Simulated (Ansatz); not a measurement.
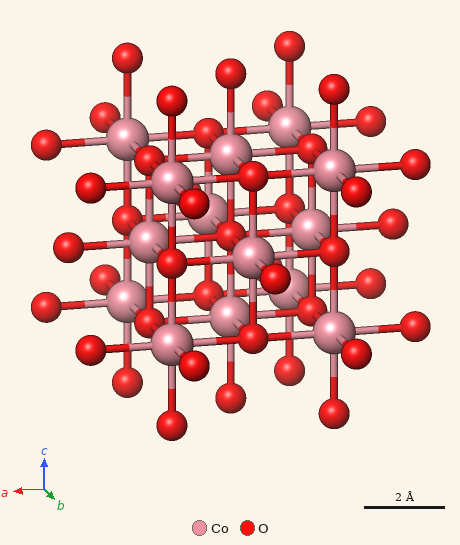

This is a crystal of CoO (a generated structure, set up in Fm-3m). The picture is a ball-and-stick view of the conventional cell (4 times the calculation's cell), seen from a free direction. Lengths and directions refer to the drawn axes.

The calculation used DFT, PBE, all-electron PAW with datasets made for the crystal, scalar-relativistic in Ansatz. Settings: plane-wave cutoff 400 eV; k-point mesh 13 × 13 × 13; occupations fermi dirac; smearing width 0.08 eV; collinear spin.

Change: All lengths are scaled by +1.3 % (volume +4.0 %), the atoms keeping their fractional coordinates. No relaxation follows.

### Predict the response.

Energy change: +7.7 meV per atom. Pressure: −0.1 GPa before, −6.3 GPa after. All forces vanish by symmetry. The absolute magnetisation per cell goes from 2.89 to 2.96 μB (net moment 2.87 and 2.94 μB). Near-neighbour distances before and after: Co–O 2.124 → 2.152 Å. The space group stays Fm-3m (No. 225).
